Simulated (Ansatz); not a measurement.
## Electronic structure of CdS in real space

```
Cd S
1.0
     2.79360    2.79360    0.00000
    -2.79360    2.79360    0.00000
     0.00000    0.00000    6.05280
Cd S
2 2
Direct
  0.00000 0.00000 0.00000
  0.50000 0.50000 0.50000
  0.00000 0.50000 0.25000
  0.50000 0.00000 0.75000
```

Space group I-4m2; changed on purpose from its base cell (strain -0.040 along x and y, +0.040 along z, atoms carried along); computed pressure about 6 GPa in this cell.

All numbers below come from DFT PBE, scalar-relativistic, plane waves, PAW (Ansatz).

The density is the valence pseudo-density of a PAW calculation; it isn't the true density close to the nuclei.

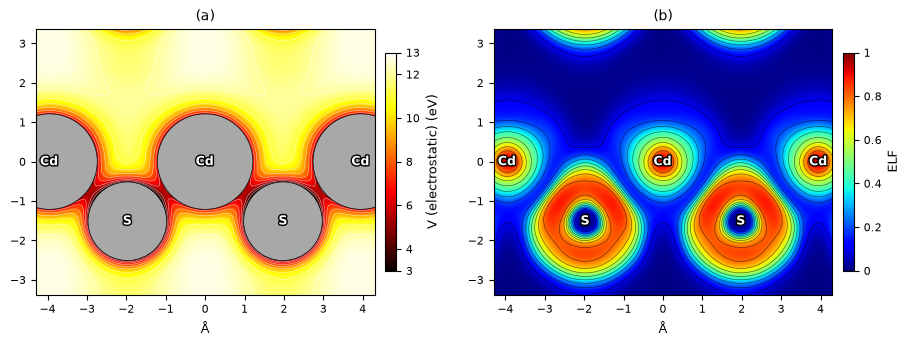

Figure 1. (a) electrostatic potential (local pseudopotential plus Hartree) felt by an electron; (b) ELF on the (010) plane of the conventional cell. Grey discs cover the atomic cores in the potential map.

Q: What does the map show?

A: Atoms in the plane: Cd and S.
Cd–S (2.49 Å): the ELF peaks at about 0.90 in the valence shell of S, 0.8 Å from its nucleus, and is about 0.30 at the midpoint.
The features right at Cd lie inside the PAW spheres, where the map follows smoothed inner orbitals and isn't to be read closely.
Outside the cores the potential energy rises away from the atoms and is highest about 2.5 Å from the nearest atoms; its zero is arbitrary.

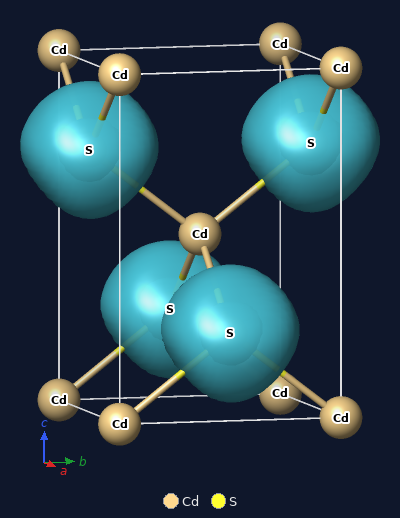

Figure 2. Isosurface of the ELF at 0.7 (cyan), seen slightly off an axis. Only the valence region is drawn (cores and ρ < 0.01 e/Å³ removed). Sticks mark near contacts.

Q: What do the ELF domains correspond to?

A: The surface consists of two regions wrapped around S (the valence shell of each), counted in one cell of 4 atoms. Any copies at cell faces, edges or corners count once.

Q: Metal or insulator at this level of theory?

A: It is gapped, with a Kohn–Sham gap of 1.1 eV on the k-point mesh, an upper bound to the gap of this method.
